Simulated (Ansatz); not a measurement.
Run report: SrTiO3, geometry relaxation (part 3 of 3)

SrTiO3 (P1, 35 atoms in the cell); DFT PBEsol, scalar-relativistic, plane waves, PAW, no spin polarisation (Ansatz 0.2.0); cutoff 420 eV, 3×3×3 k-mesh, Gaussian smearing of 0.02 eV. The structure derives from a Materials Project entry. It belongs to a series of runs on one base structure; here: the perfect supercell shaken and relaxed.

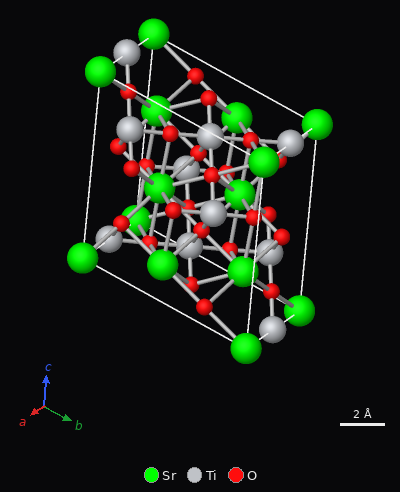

**Figure 1.** The geometry at step 3 of the log (ball-and-stick view of the cell of the calculation, seen slightly off an axis).

## What the program printed, continued
```
--- Relaxed structure (4 steps of the walk, 4 accepted, 0 SCFs on fresh bases) ---
  F+E_penalty+E_count = -53600.70682303 eV   max|allowed force component| = 6.164e-3 eV/Å
  atoms:
    - { symbol: Sr, position: [0.8601892671090812, 0.42672258847777617, 0.1460268150974805] }
    - { symbol: Sr, position: [0.1459404089095404, 0.5695496815384695, 0.8602999434142788] }
    - { symbol: Sr, position: [0.5744935213659764, 0.283832749693398, 0.43172464243861053] }
    - { symbol: Sr, position: [0.4315559098076922, 0.712419550246872, 0.5745770221841858] }
    - { symbol: Sr, position: [0.7173455234658288, 0.8552721501032796, 0.2888635598124625] }
    - { symbol: Sr, position: [0.0030614127675633353, -0.0018174941933209942, 0.0031948808799444435] }
    - { symbol: Sr, position: [0.2887450808609757, 0.14099604824345993, 0.7174440353177751] }
    - { symbol: Ti, position: [0.07522020883888081, 0.2833638542655559, 0.43273074315257276] }
    - { symbol: Ti, position: [0.3609681071685875, 0.4262159067893293, 0.14702345683642476] }
    - { symbol: Ti, position: [0.7895271384539218, 0.1405089192349121, 0.7184457778663592] }
    - { symbol: Ti, position: [0.6466587523756404, 0.56905577161026, 0.8612822187282114] }
    - { symbol: Ti, position: [0.9323472435260954, 0.711945498899109, 0.5756245036589092] }
    - { symbol: Ti, position: [0.21808663681703827, 0.8547671785312362, 0.28986903667663255] }
    - { symbol: Ti, position: [0.5037877731796055, -0.002372837481873169, 0.004160536370644979] }
    - { symbol: O, position: [0.2127928718138389, 0.3580515604717889, 0.2834224764696551] }
    - { symbol: O, position: [0.49847184808945966, 0.500734870632153, -0.0024057963304519037] }
    - { symbol: O, position: [0.9270510763791417, 0.21506877626170046, 0.5690601631706201] }
    - { symbol: O, position: [0.7840921904280991, 0.6437253250040296, 0.7119144304719915] }
    - { symbol: O, position: [0.06992264087310396, 0.7864611831775745, 0.42617985190143637] }
    - { symbol: O, position: [0.3556279470336134, 0.9294426927467705, 0.14052798367619052] }
    - { symbol: O, position: [0.6412790846262094, 0.07220038238460996, 0.854740282163077] }
    - { symbol: O, position: [0.35636664857130257, 0.4297857663513583, 0.6406524889932085] }
    - { symbol: O, position: [0.6421146541471454, 0.5726521334577265, 0.3548953930769368] }
    - { symbol: O, position: [0.07063519960204057, 0.28692369553389435, 0.9263704750436399] }
    - { symbol: O, position: [0.9278289430465564, 0.7154673140816763, 0.06917989907361971] }
    - { symbol: O, position: [0.213524683349546, 0.8583110905259376, 0.7834920577012592] }
    - { symbol: O, position: [0.4992429784404788, 0.0011896721713388625, 0.49776524039226705] }
    - { symbol: O, position: [0.7849783946916487, 0.14414146941994596, 0.21205090482231892] }
    - { symbol: O, position: [0.14166844846950397, 0.07197695272206847, 0.3543601013848664] }
    - { symbol: O, position: [0.42735227667670983, 0.2148261185391291, 0.0686659816556128] }
    - { symbol: O, position: [0.8560851813452848, 0.929165418811352, 0.6400975615475852] }
    - { symbol: O, position: [0.7131580682978745, 0.3577045869115558, 0.7828937464772848] }
    - { symbol: O, position: [-0.0012064120589325156, 0.5005482068158413, 0.4973138408629339] }
    - { symbol: O, position: [0.28461418596805643, 0.6434408282965334, 0.21147307886330144] }
    - { symbol: O, position: [0.5702921156628882, 0.7862847071245492, 0.925917131148152] }
```

## Trajectory as extended XYZ (Å, eV, eV/Å), 4 frames, from step=1 to step=4
```
35
Lattice="-3.8911 3.8911 -3.8911 7.7823 3.8911 0.0000 0.0000 -7.7823 -3.8911" Properties=species:S:1:pos:R:3:forces:R:3 step=1 energy=-53599.73989
Sr   -0.0498    3.9286   -3.9476    0.5525  -0.5105   0.3462
Sr    3.8884   -3.9681   -3.8862    0.1083   0.6845  -0.2756
Sr   -0.0552    0.0189   -3.9056    0.0700  -0.1316   0.1928
Sr    3.8385    0.0130   -3.8263    0.4938  -0.2530  -0.0883
Sr    3.8638    3.9297   -3.8420    0.1073  -0.4839  -0.1375
Sr   -0.0140   -0.0284   -0.0364   -0.2258   0.1723  -0.2354
Sr   -0.0423   -3.8713   -3.8536   -0.2716   0.1458  -0.3355
Ti    1.9771   -1.9282   -1.9328   -0.0001  -0.6134  -0.7491
Ti    1.9060    1.9257   -1.8853   -0.3441   0.4468  -1.6699
Ti   -1.9821   -1.9267   -5.9029    0.3794  -0.2128   2.2155
Ti    1.9287   -1.9274   -5.8562   -0.1492  -0.9263   0.7817
Ti    2.0157    1.8819   -5.8238   -1.2867   1.0954  -0.3232
Ti    5.8436    1.8773   -1.9566    0.1063   0.7216  -1.0665
Ti   -1.9900    1.9573   -2.0353    0.7766  -0.1196   1.6077
O     1.9258   -0.0622   -2.0156    0.0096   1.5341   0.4628
O     1.9686    3.7992   -1.9821   -0.0557   1.2831   0.6358
O    -1.9603    0.0576   -5.7859    0.1567  -0.9676  -0.4598
O     1.9712   -0.0325   -5.8226    0.1699   0.0674  -0.2927
O     5.8255    0.0458   -1.9114    0.1410  -0.8396  -0.2300
O     5.8064    3.9429   -1.9776    0.1894  -0.4719   0.2860
O    -1.9623   -3.7975   -5.8214   -0.2357  -1.0483  -0.0497
O     2.0187   -1.9267   -3.8836   -0.2256  -0.4034  -1.1558
O     1.8922    1.9749   -3.8683    0.3991  -0.5109  -0.4429
O     1.9309   -5.9484   -3.8472   -0.0050   0.5123  -1.5305
O     1.9378    5.7768   -3.9439    0.1967   0.6181   1.3595
O     5.8589   -1.8793   -3.8612   -0.1147  -0.2939   0.4076
O    -1.9010   -1.9156   -3.9145   -0.0936  -0.0607   0.4408
O    -1.9146    1.9867   -3.8845   -0.1921   0.3165  -0.2312
O     0.0422   -1.9482   -1.9606   -0.7369   0.1118   0.2153
O    -0.0509    1.9782   -1.9294    0.9783  -0.2125   0.2337
O     3.8980    2.0070   -5.8503   -0.4029  -0.0619   0.1935
O    -0.0131   -1.9436   -5.8921    1.0932   0.2288   0.0171
O     3.9087   -1.9431   -1.8960    0.1929  -0.0664  -0.1525
O     3.8797    1.9222   -1.9757   -0.2121  -0.1021   0.3403
O     3.9400   -1.9817   -5.8395   -1.5691   0.3518  -0.3104
35
Lattice="-3.8911 3.8911 -3.8911 7.7823 3.8911 0.0000 0.0000 -7.7823 -3.8911" Properties=species:S:1:pos:R:3:forces:R:3 step=2 energy=-53600.36329
Sr    0.0778    3.8257   -3.8531   -0.4821   0.4142  -0.3078
Sr    3.9256   -3.7862   -3.9459   -0.3467  -0.6069   0.2707
Sr   -0.0487   -0.0103   -3.8618    0.1131  -0.0447  -0.2207
Sr    3.9412   -0.0591   -3.8375   -0.3583   0.2810  -0.0749
Sr    3.8812    3.8192   -3.8594    0.1181   0.2103  -0.1938
Sr   -0.0592    0.0322   -0.0926    0.3144  -0.2790   0.2312
Sr   -0.1235   -3.8436   -3.9306    0.5442  -0.1159   0.2022
Ti    1.9508   -1.9327   -1.9517   -0.2129  -0.3052  -0.0629
Ti    1.9108    1.9783   -1.9295    0.7048  -0.7371   0.1881
Ti   -1.9815   -1.9687   -5.8764    0.3392   0.6442  -0.1148
Ti    1.9235   -1.9077   -5.8350   -0.2507  -0.2437  -0.1818
Ti    1.9763    1.9034   -5.8454   -0.3542   0.0666   0.3503
Ti    5.8314    1.8793   -1.9387   -0.1335   0.6191   0.1421
Ti   -1.9860    1.9223   -2.0051   -0.0515   0.2734  -0.0566
O     1.9386   -0.0193   -1.9804   -0.1462   0.3727   0.0186
O     1.9701    3.8663   -1.9237   -0.1732   0.3452  -0.1792
O    -1.9537    0.0208   -5.8352   -0.0160  -0.2388   0.0940
O     1.9740   -0.0115   -5.8492    0.0385   0.3058  -0.0241
O     5.8289    0.0383   -1.9269    0.0125  -0.9239  -0.0478
O     5.8185    3.9128   -1.9369    0.0545   0.0358   0.0012
O    -1.9872   -3.8543   -5.8248    0.1419  -0.3971   0.2410
O     1.9812   -1.9548   -3.9060   -0.0680   0.0727  -0.2757
O     1.9327    1.9316   -3.9050   -0.0348   0.1768   0.2740
O     1.9480   -5.8906   -3.8758   -0.2217   0.1358  -0.4263
O     1.9605    5.8435   -3.9012    0.0464  -0.0367   0.2914
O     5.8317   -1.9098   -3.8565   -0.1475  -0.0431  -0.3124
O    -1.9203   -1.9384   -3.8852   -0.0905   0.0208  -0.0290
O    -1.9381    1.9958   -3.8789    0.1301  -0.1261  -0.0049
O     0.0085   -1.9399   -1.9367   -0.2442   0.0802  -0.1037
O    -0.0290    1.9577   -1.9111    0.3214   0.0843  -0.0926
O     3.8740    1.9893   -5.8416    0.0083  -0.0164   0.0906
O     0.0060   -1.9134   -5.8884    0.2415  -0.2132   0.3208
O     3.8821   -1.9502   -1.9199    0.4692   0.0420  -0.1105
O     3.8735    1.9184   -1.9343    0.1583   0.1477  -0.1385
O     3.9112   -1.9493   -5.8739   -0.4245  -0.0007   0.2424
35
Lattice="-3.8911 3.8911 -3.8911 7.7823 3.8911 0.0000 0.0000 -7.7823 -3.8911" Properties=species:S:1:pos:R:3:forces:R:3 step=3 energy=-53600.70093
Sr   -0.0130    3.8839   -3.9001   -0.0006   0.0065   0.0024
Sr    3.8751   -3.8970   -3.9050    0.0054  -0.0023   0.0173
Sr   -0.0154   -0.0060   -3.9016    0.0154   0.0022  -0.0097
Sr    3.8805   -0.0110   -3.8943   -0.0052   0.0121  -0.0287
Sr    3.8824    3.8846   -3.9038   -0.0045  -0.0005   0.0152
Sr   -0.0064   -0.0060   -0.0163   -0.0153   0.0040   0.0310
Sr   -0.0133   -3.8984   -3.9027    0.0134   0.0020   0.0011
Ti    1.9340   -1.9509   -1.9588    0.0066  -0.0529  -0.0243
Ti    1.9336    1.9398   -1.9585   -0.0133  -0.0028   0.0049
Ti   -1.9610   -1.9550   -5.8469    0.0170   0.0037  -0.0356
Ti    1.9297   -1.9514   -5.8507    0.0002  -0.0074   0.0184
Ti    1.9346    1.9360   -5.8480   -0.0294  -0.0399  -0.0147
Ti    5.8253    1.9351   -1.9557   -0.0382   0.0042  -0.0267
Ti   -1.9607    1.9349   -1.9567   -0.0046   0.0116  -0.0067
O     1.9492    0.0050   -1.9500   -0.0143   0.0177   0.0053
O     1.9421    3.8972   -1.9378    0.0047   0.0084  -0.0044
O    -1.9466    0.0070   -5.8346   -0.0033   0.0017   0.0079
O     1.9550    0.0051   -5.8281   -0.0154   0.0263  -0.0078
O     5.8301    0.0072   -1.9450    0.0156   0.0088   0.0049
O     5.8393    3.8980   -1.9453    0.0034  -0.0025   0.0038
O    -1.9470   -3.8839   -5.8246   -0.0028  -0.0007  -0.0040
O     1.9440   -1.9398   -3.8900    0.0073   0.0010   0.0194
O     1.9465    1.9577   -3.8887   -0.0068  -0.0007  -0.0013
O     1.9486   -5.8411   -3.8885   -0.0091   0.0241   0.0088
O     1.9418    5.8440   -3.8890    0.0104   0.0020  -0.0083
O     5.8315   -1.9425   -3.8877    0.0074   0.0035  -0.0009
O    -1.9449   -1.9363   -3.8888    0.0004   0.0040   0.0141
O    -1.9396    1.9608   -3.8888   -0.0116  -0.0111   0.0066
O    -0.0013   -1.9387   -1.9375   -0.0040   0.0029  -0.0004
O    -0.0007    1.9551   -1.9358    0.0059  -0.0146  -0.0133
O     3.8883    1.9609   -5.8370    0.0264  -0.0053   0.0106
O    -0.0012   -1.9317   -5.8353    0.0049  -0.0097   0.0132
O     3.8911   -1.9424   -1.9417   -0.0016   0.0022  -0.0004
O     3.8889    1.9571   -1.9423    0.0287   0.0032  -0.0029
O     3.8904   -1.9421   -5.8383    0.0068  -0.0020   0.0054
35
Lattice="-3.8911 3.8911 -3.8911 7.7823 3.8911 0.0000 0.0000 -7.7823 -3.8911" Properties=species:S:1:pos:R:3:forces:R:3 step=4 energy=-53600.70682
Sr   -0.0262    3.8711   -3.9153   -0.0016  -0.0012  -0.0015
Sr    3.8645   -3.9110   -3.9154   -0.0006  -0.0016  -0.0011
Sr   -0.0266   -0.0199   -3.9153   -0.0009  -0.0014  -0.0009
Sr    3.8650   -0.0202   -3.9150   -0.0017  -0.0009  -0.0020
Sr    3.8647    3.8713   -3.9153   -0.0014  -0.0015  -0.0013
Sr   -0.0261   -0.0200   -0.0243   -0.0025  -0.0015  -0.0009
Sr   -0.0263   -3.9112   -3.9152   -0.0020  -0.0009  -0.0014
Ti    1.9125   -1.9723   -1.9765    0.0036   0.0040   0.0037
Ti    1.9124    1.9189   -1.9767    0.0050   0.0040   0.0041
Ti   -1.9787   -1.9722   -5.8677    0.0034   0.0032   0.0049
Ti    1.9123   -1.9722   -5.8676    0.0043   0.0029   0.0027
Ti    1.9127    1.9185   -5.8677    0.0021   0.0062   0.0048
Ti    5.8034    1.9188   -1.9765    0.0042   0.0047   0.0039
Ti   -1.9788    1.9187   -1.9765    0.0042   0.0040   0.0034
O     1.9585    0.0156   -1.9308   -0.0008  -0.0018   0.0002
O     1.9572    3.9068   -1.9303   -0.0002  -0.0018  -0.0005
O    -1.9336    0.0156   -5.8216   -0.0002  -0.0019   0.0002
O     1.9586    0.0155   -5.8212   -0.0007  -0.0025  -0.0008
O     5.8484    0.0157   -1.9304    0.0003  -0.0025  -0.0006
O     5.8494    3.9068   -1.9306   -0.0005  -0.0015  -0.0004
O    -1.9334   -3.8756   -5.8212   -0.0001  -0.0014  -0.0006
O     1.9580   -1.9267   -3.8795   -0.0002   0.0000  -0.0018
O     1.9580    1.9649   -3.8795   -0.0003  -0.0007  -0.0023
O     1.9581   -5.8180   -3.8795    0.0000  -0.0003  -0.0018
O     1.9577    5.8559   -3.8795    0.0001  -0.0004  -0.0009
O     5.8488   -1.9267   -3.8795    0.0004  -0.0003  -0.0021
O    -1.9334   -1.9265   -3.8795    0.0002  -0.0004  -0.0022
O    -1.9327    1.9651   -3.8796   -0.0010  -0.0013  -0.0012
O     0.0089   -1.9264   -1.9301   -0.0017  -0.0006  -0.0011
O     0.0089    1.9644   -1.9301   -0.0024   0.0001  -0.0008
O     3.8999    1.9652   -5.8219   -0.0010  -0.0014   0.0001
O     0.0088   -1.9258   -5.8213   -0.0018  -0.0011  -0.0007
O     3.9001   -1.9272   -1.9304   -0.0017   0.0005  -0.0004
O     3.9000    1.9654   -1.9303   -0.0027  -0.0011  -0.0007
O     3.9000   -1.9271   -5.8220   -0.0016   0.0007   0.0001
```

## Results in brief

```json
{"quantity": "outcome", "value": "converged"}
{"quantity": "space group (tolerance 0.01 Å)", "value": "P1 (1) → R3m (160)"}
{"quantity": "electrons treated", "value": "280"}
{"quantity": "free energy", "value": "−53600.7068 eV"}
{"quantity": "Fermi energy", "value": "10.943 eV"}
{"quantity": "gap on the k-point mesh", "value": "2.02 eV"}
{"quantity": "final volume", "value": "412.41 Å³"}
{"quantity": "largest force (length of the vector) at the end", "value": "0.008 eV/Å"}
{"quantity": "final cell", "value": "a = 6.740 Å, b = 8.701 Å, c = 8.701 Å, α = 113.58°, β = 104.96°, γ = 104.96°"}
{"quantity": "hardware", "value": "8 threads of AMD EPYC (Zen 3), 24 GiB of memory available, shared host"}
{"quantity": "wall time", "value": "69 s (CPU time 9 min)"}
{"quantity": "peak memory", "value": "3.1 GiB"}
```
